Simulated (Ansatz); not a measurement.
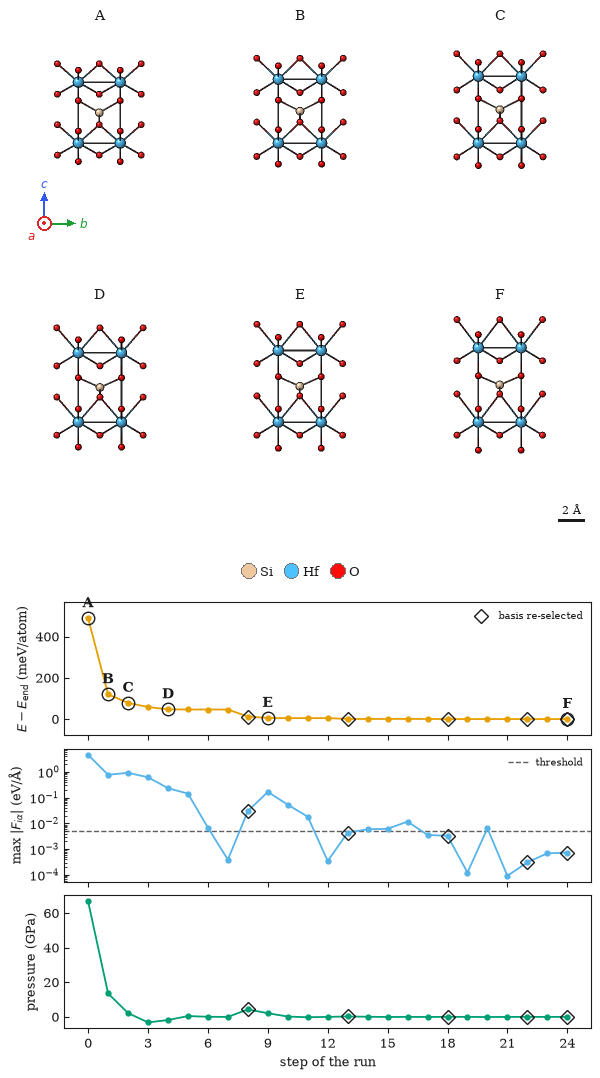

Frames of a relaxation of solid HfSiO4 (built on the tetragonal host type), marked on the history of the run. A ball-and-stick model of the cell of the calculation, seen along the a axis.

Level of theory: DFT, PBE, plane waves, PAW (Ansatz 0.2.0).

Input file:
```yaml
crystal:
  lattice:
    - [3.24750128, 0.0, 0.0]
    - [0.0, 3.24750128, 0.0]
    - [0.0, 0.0, 4.72049878]
  atoms:
    - { symbol: Si, position: [0.5, 0.5, 0.5] }
    - { symbol: Hf, position: [0.0, 0.0, 0.0] }
    - { symbol: O, position: [0.5, 0.0, 0.69720788] }
    - { symbol: O, position: [0.0, 0.5, 0.80279212] }
    - { symbol: O, position: [0.0, 0.5, 0.30279212] }
    - { symbol: O, position: [0.5, 0.0, 0.19720788] }
kpoints:
  mp_grid: { grid: [8, 8, 6] }
hamiltonian:
  xc: pbe
scf:
  occupations: { method: fermi_dirac, width: 0.02 }
relax:
  f_tol: 0.005
  cell: {}
```

Run as
```bash
ansatz run input.yaml --threads 2 --pin off --max-ram 29491MiB --backend cpu --events-out ev --progress --plain --runs-dir out
```

### What happens along the run?

The energy falls by 489 meV per atom in 19 accepted moves (24 points after the start). The largest force component goes from 4.6 to 0.00073 eV/Å. The pressure goes from 66.74 to 0.00 GPa. The SCF was repeated 5 times at an unchanged geometry on a basis and grid sized afresh for the cell, which shifted the energy by 34.0 meV per atom at most. The largest moves relative to the cell, 0.43 Å, are those of O3 and O5. O3 goes along −c. Si and Hf stay in place. The volume changes by +27.4 %, with a = b 3.248 → 3.316 Å (+2.1 %), c 4.720 → 5.769 Å (+22.2 %). Near-neighbour distances that change, for instance: Hf2–O3 2.163 → 2.738 Å, Si1–O4 2.163 → 2.501 Å, Hf2–O4 1.872 → 1.943 Å, Si1–O3 1.872 → 1.802 Å. Among the angles between lasting bonds that change: Hf2–O3–Hf2 97.3° → 74.5°, O3–Si1–O3 120.3° → 133.9°, Si1–O3–Si1 120.3° → 133.9°. The space group stays P-4m2 (No. 115). The run took 85 s on 2 threads of AMD EPYC 7R13 Processor (Zen 3), on a shared host, peak memory 0.55 GiB. From step 0 to 1: O atoms move most (0.13 Å), volume +11.9 %, energy −369 meV per atom. From step 1 to 2: O atoms move most (0.04 Å), volume +4.1 %, energy −41.8 meV per atom. From step 2 to 4: O atoms move most (0.13 Å), volume +3.8 %, energy −31.2 meV per atom. From step 4 to 9: O atoms move most (0.03 Å), volume +1.9 %, energy −41.9 meV per atom. From step 9 to 24: O atoms move most (0.07 Å), volume +3.5 %, energy −5.4 meV per atom.
